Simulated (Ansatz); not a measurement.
## Single-point calculation of Ge13Si3

The run: single-point calculation of Ge13Si3 (Cm, 16 atoms in the cell). Method and program: DFT PBEsol, scalar-relativistic, plane waves, PAW, no spin polarisation (Ansatz 0.2.0).

The structure was built on a prototype by a generator; it need not be a known phase. Figures and captions count atoms from 1; the log counts them from 0 in places.

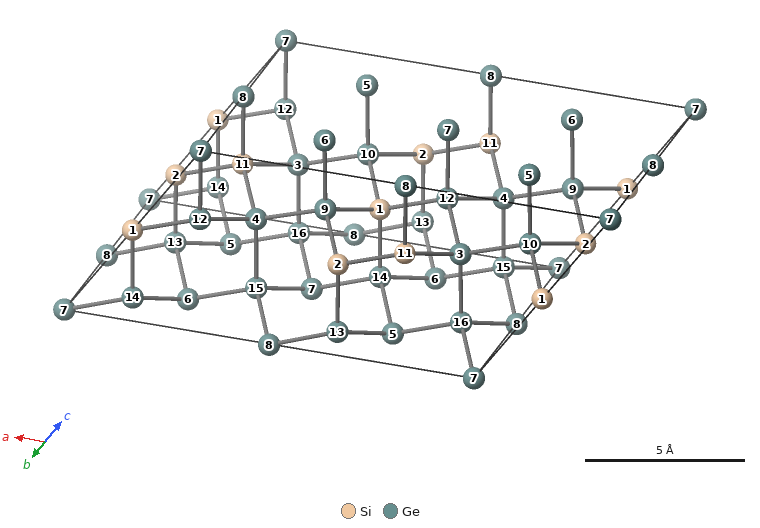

Figure 1. The input geometry (ball-and-stick view of the cell 2 times as large as that of the calculation, set on its symmetry axes, seen at an oblique angle; atoms are numbered from 1 in the order of the input). Near neighbours in the crystal (not all of them lie inside the picture): Si has 4 Ge at 2.40 to 2.41 Å; Si has 3 Ge at 2.41 to 2.42 Å and 1 Si at 2.38 Å; Ge has 3 Ge at 2.44 to 2.46 Å and 1 Si at 2.40 to 2.42 Å; Ge has 4 Ge at 2.43 to 2.45 Å; Ge has 2 Ge at 2.45 to 2.46 Å and 2 Si at 2.41 to 2.42 Å.

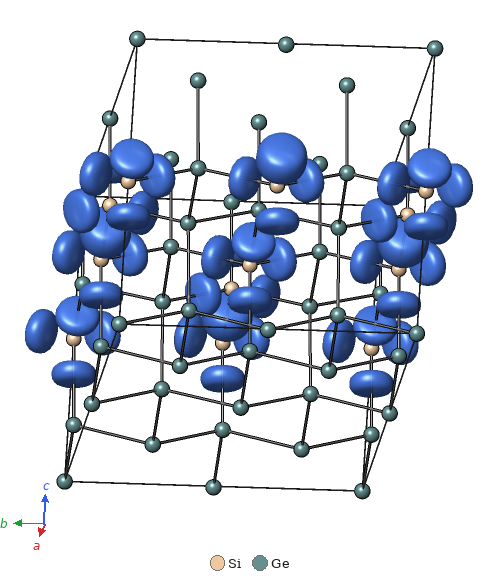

Figure 2. Isosurface of the electron localisation function at 0.8 (blue), seen at an oblique angle. Only the valence region is drawn (cores and ρ < 0.01 e/Å³ removed). Sticks mark near contacts. The outline is the cell set on symmetry axes. Along the contacts the grid gives the following. Si–Si (2.38 Å): the ELF peaks at about 0.95 between the atoms, which marks localised, shared-pair bonding. Si–Ge (2.40 Å): the ELF peaks at about 0.90 between the atoms, which marks a shared electron pair. The fields are those of the smooth PAW valence density.

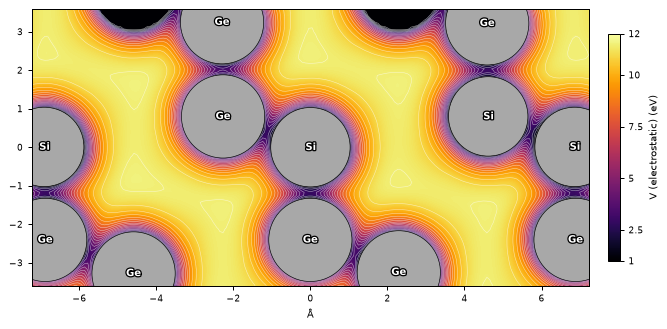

Figure 3. Electrostatic potential energy of an electron on the (010) plane of the conventional cell. Grey discs, where drawn, cover atomic cores. Atoms in the plane: Si and Ge. Outside the cores the potential energy rises away from the atoms and is highest about 2.5 Å from the nearest atoms; outside the discs it spans about 10 eV, and its zero is arbitrary.

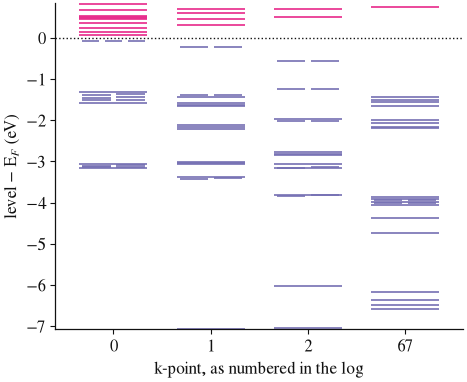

Figure 4. Kohn–Sham levels near the Fermi level (dotted) at the few k-points that the log prints; levels within 0.02 eV of each other stand side by side. Among these points the highest filled and lowest empty levels are 0.14 eV apart, which is the gap on the mesh.

The input and output of the run follow.

### Input
```yaml
crystal:
  lattice:
    - [0.0010817937, 5.6223443528, -5.622434512]
    - [5.6234261464, 5.6234261464, 0.0]
    - [5.6233582562, 6.78902e-05, -5.6234484154]
  atoms:
    - { symbol: Si, position: [0.5000014571, 9.52164e-05, 0.4998081101] }
    - { symbol: Si, position: [0.504236624, 0.4985894496, 0.4985844768] }
    - { symbol: Ge, position: [-0.0014525411, 0.0044829428, 0.498430041] }
    - { symbol: Ge, position: [-0.0014525411, 0.4985395573, 0.498430041] }
    - { symbol: Ge, position: [0.4999055985, 6.46623e-05, 0.0001421244] }
    - { symbol: Ge, position: [0.4999055985, 0.4998876147, 0.0001421244] }
    - { symbol: Ge, position: [-9.9597e-05, 6.4218e-06, 8.67535e-05] }
    - { symbol: Ge, position: [-0.0014948686, 0.498480873, 0.0045331225] }
    - { symbol: Ge, position: [0.3780204787, 0.3719617869, 0.3780311549] }
    - { symbol: Ge, position: [0.3780204787, 0.8719865795, 0.3780311549] }
    - { symbol: Si, position: [0.8707128913, 0.3763504306, 0.3765862475] }
    - { symbol: Ge, position: [0.8704521834, 0.8764288827, 0.3766900513] }
    - { symbol: Ge, position: [0.3766141464, 0.3764684767, 0.8704489001] }
    - { symbol: Ge, position: [0.3766827298, 0.8764704512, 0.8703763678] }
    - { symbol: Ge, position: [0.8749736806, 0.3751555738, 0.8748396649] }
    - { symbol: Ge, position: [0.8749736806, 0.8750310807, 0.8748396649] }
basis:
  ecutwfc: 420
kpoints:
  mp_grid: { grid: [6, 6, 6] }
  band_path: { path: [[0.0, 0.0, 0.0], [-0.020833, 0.0, 0.020833]], npoints: 1 }
hamiltonian:
  xc: pbesol
scf:
  occupations: { method: gaussian, width: 0.01 }
  n_extra_bands: 11
output:
  forces: true
  stress: true
  eigenvalues: true
  write_density: true
  write_potential: true
  elf: true
  volumetric_format: npy
```

Launch command:
```bash
ansatz run input.yaml --threads 4 --pin off --max-ram 10240MiB --backend cpu --events-out ev --progress --plain --runs-dir out
```

### What the program printed
```
scf.n_extra_bands = 11 over 97 filled bands (N_el = 194.0): the run solves 108 bands
Engine: ansatz 0.2.0, x86_64-unknown-linux-gnu
Pseudopotentials: kind: paw
Pseudopotential: Si, paw, valence charge 4, recommended cutoff 420 eV (normal), Si.paw.azcp
Pseudopotential: Ge, paw, valence charge 14, recommended cutoff 420 eV (normal), Ge.paw.azcp
Functional definition: PBEsol
  exchange = pbesol_x
  correlation = pbesol_c
Crystal: 16 atoms, lattice volume = 355.555 Å³
Basis set: ecut = 420 eV, 6879 PW (Γ), exchange–correlation on 108×108×108 points (8 copies of the dense FFT grid, shifted against one another)
Bands: 108, of which v1, the nominal top of the filled ones, is band 97 counted from 1 (96 counted from 0)
Symmetry: 2 space group operations
Space group: Cm (ITA 8), of the structure as read, at distance tolerance 7.1e-5 Å
k-points: 68 of 216 (time reversal used)
Non-local potential: Si, projectors of the file, l = 0: 2, l = 1: 2, l = 2: 2
Non-local potential: Ge, projectors of the file, l = 0: 2, l = 1: 2, l = 2: 3, l = 3: 1
PAW form: soft (Blöchl's): semilocal exchange-correlation on the pseudo side does not see the compensation charge
PAW frozen core: Si, regenerated for the run's functional, and the local potential with it (the file was generated under x = pbe(κ = 0.804, μ = 0.2195149727645171), c = pbe(β = 0.06672455060314922))
PAW frozen core: Ge, regenerated for the run's functional, and the local potential with it (the file was generated under x = pbe(κ = 0.804, μ = 0.2195149727645171), c = pbe(β = 0.06672455060314922))
PAW one-centre angular grid: Si, 110 points (default); XC on 64 Gauss nodes
PAW one-centre angular grid: Ge, 590 points (default); XC on 64 Gauss nodes
Initial density: superposition of atomic densities (neutral atoms: chi_scale 0, normalization atom), corrected by the library's trained network
Initial wavefunctions: pseudopotential atomic-orbital guess
Functional: x = pbesol(κ = 0.804, μ = 0.12345679012345678), c = pbesol(β = 0.046)
SCF iter   1: F=—  HF=-57159.811614 eV  |F-HF|=—  |Δ(HF+E_count)|=         —  Δρ=2.64e-3  dr2=3.31e-2  ethr=1.77e-3  ⟨swp⟩=6.0  Hψ=26874  notcnv=0  defer=5
preconditioner: auto → Resta (q_TF=auto, 2.466 Å⁻¹)  ε∞=2.8  [insulator: Δε(μ)=0.141 eV  Ē_g=20.289 eV  σ=0.010 eV  W_gap=1.00  n_scr=88 (ndim 8)  ℏωp=27.4 eV  f_vac=0.040  D(μ)=0.00/eV (n_scr^D=0)  ε∞_Penn≈2.8]
SCF iter   2: F=—  HF=-57159.797448 eV  |F-HF|=—  |Δ(HF+E_count)|=   1.42e-2  Δρ=1.59e-3  dr2=1.08e-2  ethr=1.71e-5  ⟨swp⟩=2.3  Hψ=9928  notcnv=0  defer=305
SCF iter   3: F=—  HF=-57159.797586 eV  |F-HF|=—  |Δ(HF+E_count)|=   1.38e-4  Δρ=5.84e-4  dr2=9.49e-4  ethr=5.55e-6  ⟨swp⟩=2.1  Hψ=14086  notcnv=0  defer=305
SCF iter   4: F=—  HF=-57159.796747 eV  |F-HF|=—  |Δ(HF+E_count)|=   8.39e-4  Δρ=1.66e-4  dr2=1.48e-4  ethr=4.89e-7  ⟨swp⟩=2.0  Hψ=14030  notcnv=0  defer=305
SCF iter   5: F=—  HF=-57159.796850 eV  |F-HF|=—  |Δ(HF+E_count)|=   1.04e-4  Δρ=5.11e-5  dr2=1.07e-5  ethr=7.64e-8  ⟨swp⟩=2.0  Hψ=9215  notcnv=0  defer=305
SCF iter   6: F=—  HF=-57159.796827 eV  |F-HF|=—  |Δ(HF+E_count)|=   2.38e-5  Δρ=2.07e-5  dr2=9.44e-7  ethr=5.51e-9  ⟨swp⟩=2.0  Hψ=13635  notcnv=0  defer=305
SCF iter   7: F=—  HF=-57159.796826 eV  |F-HF|=—  |Δ(HF+E_count)|=   2.07e-7  Δρ=5.38e-6  dr2=9.00e-8  ethr=5.15e-11  ⟨swp⟩=10.8  Hψ=53681  notcnv=0
SCF iter   8: F=-57159.796826 eV  HF=-57159.796826 eV  |F-HF|=1.94e-9  |Δ(HF+E_count)|=   1.33e-8  Δρ=1.78e-6  dr2=4.68e-9  ethr=4.64e-11  ⟨swp⟩=7.1  Hψ=43254  notcnv=0
SCF 1 converged in 8 iterations: F = -57159.796826 eV  dr2 = 4.68e-9
  greatest PAW one-centre occupation: 0.998 electrons in one spin orbital (limit 2), on the Ge atom at site 14 (counted from 0), in its partial waves of l = 2
NSCF: frozen V_eff on 2 k-points
SCF converged after 8 iterations
Free energy (F): -57159.796826 eV
Harris-Foulkes:  -57159.796826 eV  (|F-HF|=1.94e-9)
Internal energy: -57159.796826 eV  (E = F + TS)
E sigma→0 (E₀):  -57159.796826 eV
Fermi energy:    8.083466 eV
--- Per-component energies (eV) ---
  E_band       = -1993.278822
  E_kinetic    = 1570.506508
  E_local      = -33961.221560  (includes V_loc(G=0)·N_el)
  E_nonlocal   = 5541.607583
  E_hartree    = 14960.853974
  E_xc         = -1138.493101
  E_vxc        = -981.917864  (∫ρ·V_xc dr)
  E_paw        = -27227.058001  (= ΣΔE_a)
  E_vpaw       = -4083.978544  (= ΣTr[D̂ρ^β])
  E_aug_tail   = 0.004064  (compensation charges beyond the density's cutoff)
  E_ewald      = -16918.024147
  E_core_change = 12.027853  (= ΣΔE_core)
  E_smearing   = -0.000000  (= −TS)
  E_closure    = 0.000000  (closes the sum)
  Σ components = -57159.796826   (vs F -57159.796826, Δ=0.00e0)
--- Forces (eV/Å), atoms counted from 1 ---
  atom   1  Si     0.00027795    -0.00027795     0.00013096
  atom   2  Si     0.00023485    -0.00023485    -0.00025168
  atom   3  Ge     0.00006435    -0.00011141    -0.00005540
  atom   4  Ge     0.00011141    -0.00006435    -0.00005540
  atom   5  Ge     0.00040975    -0.00028039    -0.00003805
  atom   6  Ge     0.00028039    -0.00040975    -0.00003805
  atom   7  Ge     0.00013586    -0.00013586     0.00009821
  atom   8  Ge     0.00017196    -0.00017196     0.00020159
  atom   9  Ge    -0.00025794     0.00009606     0.00022643
  atom  10  Ge    -0.00009606     0.00025794     0.00022643
  atom  11  Si    -0.00016160     0.00016160    -0.00021707
  atom  12  Ge    -0.00017152     0.00017152    -0.00013017
  atom  13  Ge    -0.00025460     0.00025460     0.00005840
  atom  14  Ge    -0.00021999     0.00021999     0.00000831
  atom  15  Ge    -0.00018006     0.00034437    -0.00008298
  atom  16  Ge    -0.00034437     0.00018006    -0.00008298
  max |Σ_I F_I| component: 1.46e-6 eV/Å
--- Stress (GPa, compression-positive) ---
        0.000050       0.000785       0.000026
        0.000785       0.000050      -0.000026
        0.000026      -0.000026      -0.000088
  P = ⅓ Tr σ = 0.0000 GPa (0.000 kbar)
--- Band table (eV; the first three rows and the last of 68) ---
  k-point 0: bands = ["-16.7232", "-16.7189", "-16.7158", "-16.7107", "-16.7092", "-16.7089", "-16.7053", "-16.6992", "-16.6944", "-16.6902", "-16.6859", "-16.6764", "-16.6649", "-16.6564", "-16.6540", "-16.6427", "-16.6374", "-16.6372", "-16.6301", "-16.6277", "-16.6132", "-16.6128", "-16.6093", "-16.6050", "-16.6013", "-16.5851", "-16.5778", "-16.5710", "-16.5700", "-16.5575", "-16.5498", "-16.5464", "-16.5450", "-16.5437", "-16.5369", "-16.5311", "-16.5272", "-16.5180", "-16.5084", "-16.5068", "-16.4986", "-16.4828", "-16.4823", "-16.4738", "-16.4697", "-16.4665", "-16.4647", "-16.4626", "-16.4621", "-16.4599", "-16.4573", "-16.4390", "-16.4257", "-16.4255", "-16.4250", "-16.4240", "-16.4041", "-16.4015", "-16.3984", "-16.3977", "-16.3851", "-16.3831", "-16.3756", "-16.3750", "-16.3696", "-4.6265", "-2.6116", "-2.5679", "-2.4503", "-2.3478", "-0.8230", "-0.8212", "-0.8017", "-0.6388", "-0.5832", "-0.4480", "0.3937", "0.4666", "0.6015", "0.7589", "4.9227", "4.9492", "4.9570", "4.9749", "4.9893", "5.0112", "6.5070", "6.5776", "6.5875", "6.6293", "6.6414", "6.7001", "6.7147", "6.7713", "7.9957", "8.0036", "8.0128", "8.1541", "8.2215", "8.3306", "8.4364", "8.5300", "8.5657", "8.5953", "8.6166", "8.7671", "8.9139", "8.9754"]
  k-point 1: bands = ["-16.7245", "-16.7214", "-16.7199", "-16.7111", "-16.7102", "-16.7092", "-16.7084", "-16.6978", "-16.6942", "-16.6911", "-16.6893", "-16.6736", "-16.6636", "-16.6552", "-16.6525", "-16.6417", "-16.6342", "-16.6324", "-16.6278", "-16.6249", "-16.6124", "-16.6107", "-16.6071", "-16.6026", "-16.5996", "-16.5832", "-16.5789", "-16.5707", "-16.5703", "-16.5583", "-16.5502", "-16.5462", "-16.5452", "-16.5429", "-16.5423", "-16.5295", "-16.5285", "-16.5219", "-16.5075", "-16.5046", "-16.4990", "-16.4841", "-16.4826", "-16.4772", "-16.4751", "-16.4714", "-16.4685", "-16.4652", "-16.4612", "-16.4592", "-16.4562", "-16.4378", "-16.4305", "-16.4265", "-16.4218", "-16.4212", "-16.4034", "-16.4012", "-16.3974", "-16.3970", "-16.3832", "-16.3803", "-16.3752", "-16.3747", "-16.3691", "-4.5419", "-2.7858", "-2.5696", "-2.4646", "-2.3202", "-1.3838", "-1.2870", "-1.1048", "-0.1868", "-0.0700", "0.0862", "0.4650", "0.5888", "0.8285", "1.0230", "4.6669", "4.6869", "4.7016", "5.0143", "5.0374", "5.0827", "5.8747", "5.9321", "5.9605", "6.4384", "6.4649", "6.5148", "6.6578", "6.6973", "6.7006", "7.8585", "7.8628", "8.3841", "8.5331", "8.6806", "8.7910", "9.0245", "9.0692", "9.1828", "9.2085", "9.2646", "9.3781", "9.4816"]
  k-point 2: bands = ["-16.7276", "-16.7262", "-16.7256", "-16.7142", "-16.7119", "-16.7098", "-16.7094", "-16.6968", "-16.6960", "-16.6927", "-16.6922", "-16.6704", "-16.6610", "-16.6538", "-16.6507", "-16.6405", "-16.6301", "-16.6229", "-16.6225", "-16.6186", "-16.6111", "-16.6052", "-16.5994", "-16.5988", "-16.5933", "-16.5813", "-16.5795", "-16.5706", "-16.5676", "-16.5648", "-16.5519", "-16.5484", "-16.5472", "-16.5434", "-16.5392", "-16.5369", "-16.5354", "-16.5179", "-16.5106", "-16.5011", "-16.4989", "-16.4917", "-16.4867", "-16.4820", "-16.4805", "-16.4767", "-16.4755", "-16.4714", "-16.4606", "-16.4577", "-16.4555", "-16.4362", "-16.4344", "-16.4267", "-16.4212", "-16.4163", "-16.4023", "-16.4006", "-16.3957", "-16.3954", "-16.3808", "-16.3769", "-16.3742", "-16.3730", "-16.3678", "-4.2935", "-3.3262", "-2.4377", "-2.3481", "-2.2128", "-1.8519", "-1.7418", "-1.5443", "0.3647", "0.4749", "0.6061", "0.6278", "0.7802", "1.0525", "2.0722", "4.2547", "4.2690", "4.2806", "4.9150", "4.9361", "4.9465", "5.0321", "5.2352", "5.2638", "5.3165", "6.0578", "6.0765", "6.1217", "6.8511", "6.8512", "7.5257", "7.5259", "8.5867", "8.7957", "8.9376", "9.1010", "9.1851", "9.6173", "9.6728", "9.8260", "10.5259", "10.6024", "10.7397"]
  k-point 67: bands = ["-16.7279", "-16.7243", "-16.7234", "-16.7210", "-16.7202", "-16.7123", "-16.7090", "-16.7080", "-16.7012", "-16.6963", "-16.6888", "-16.6721", "-16.6672", "-16.6535", "-16.6454", "-16.6384", "-16.6252", "-16.6248", "-16.6121", "-16.6002", "-16.6000", "-16.5974", "-16.5957", "-16.5896", "-16.5834", "-16.5830", "-16.5772", "-16.5707", "-16.5649", "-16.5597", "-16.5481", "-16.5473", "-16.5455", "-16.5446", "-16.5426", "-16.5334", "-16.5301", "-16.5160", "-16.5149", "-16.5110", "-16.5094", "-16.5031", "-16.4961", "-16.4909", "-16.4857", "-16.4832", "-16.4747", "-16.4673", "-16.4661", "-16.4615", "-16.4539", "-16.4512", "-16.4438", "-16.4316", "-16.4232", "-16.4151", "-16.4046", "-16.3990", "-16.3900", "-16.3900", "-16.3831", "-16.3723", "-16.3715", "-16.3617", "-16.3593", "-3.6748", "-3.5514", "-2.8272", "-2.7745", "-2.6430", "-2.5599", "-0.7177", "-0.6909", "-0.5444", "-0.3367", "1.5089", "1.5946", "1.7264", "1.9217", "3.3584", "3.7156", "4.0393", "4.0768", "4.0787", "4.1010", "4.1433", "4.1604", "4.1704", "4.2113", "5.8918", "5.9229", "6.0250", "6.0989", "6.4379", "6.5221", "6.5810", "6.6554", "8.8290", "9.0645", "9.8671", "10.0100", "10.0893", "10.1479", "10.7495", "10.8529", "12.2333", "12.2612", "12.3098"]
```

### Summary

- outcome: converged
- space group (tolerance 0.01 Å): Cm (8)
- electrons treated: 194
- free energy: −57159.7968 eV
- Fermi energy: 8.083 eV
- gap on the k-point mesh: 0.14 eV
- gap on the band path: 0.14 eV
- pressure: 0.00 GPa
- largest force (length of the vector): under 0.001 eV/Å
- hardware: 4 threads of Intel Xeon @ 2.50GHz (Skylake/Cascade Lake), 256 GiB of memory available, shared host
- wall time: 2.5 min (CPU time 9.6 min)
- peak memory: 2.2 GiB
